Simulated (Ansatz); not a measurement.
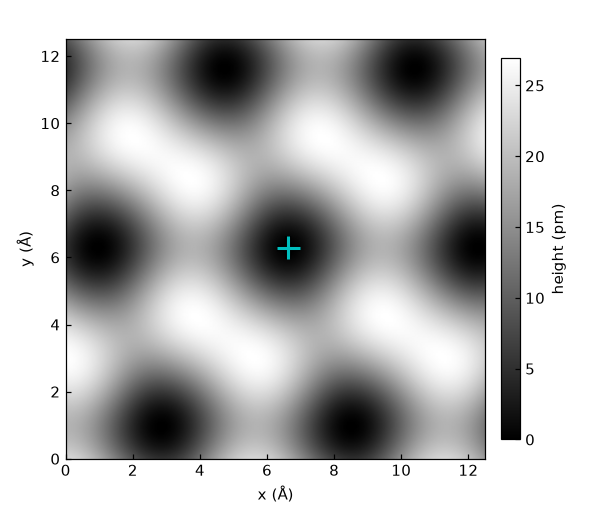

Constant-current image at a set point of 1.6 × 10⁻⁵ e/Å³, sample bias −2.00 V, of Ti(110) (Im-3m bulk, 4 atomic planes (those closer than 0.6 Å count as one), 7 Å) with one defect or adsorbate in every 2 × 2 cell; the cross marks its site, and a white outline, where drawn, is that cell.

Tersoff–Hamann simulation (s-wave tip); biases are sample biases. Bias windows are sharp sums over the levels of the k mesh.

Theory: DFT PBE, scalar-relativistic, plane waves, PAW (Ansatz 0.2.0). Cutoff 420 eV, 11 × 11 k-points, Gaussian smearing 0.1 eV, dipole correction. The slab is a cut without reconstruction beyond its cell, at the source's lattice constants, with its lower half held fixed and the rest relaxed. The defects repeat every 5.7 Å and interact, so states at the Fermi level and the work function belong to this dense array. This isn't the element's usual hcp form. No spin polarisation. The run warns that the functional's potential is rough in the thin density of the vacuum, where the tip is; weak contrasts and barriers may feel it.

The feature is a Ti vacancy. How does it appear?

Its site appears as a dip 27 pm below the bright spots that ring it, and 25 pm below the mean of the area farther than 2.7 Å from it. The brightest spots lie over points just beside the top Ti atoms; the darkest points are over the vacancy.

The relaxed structure:

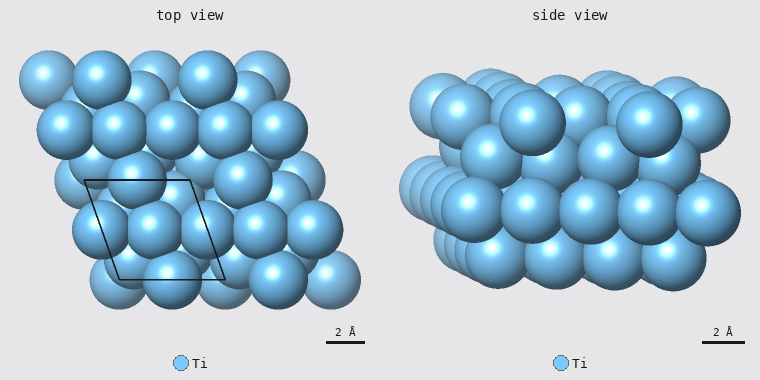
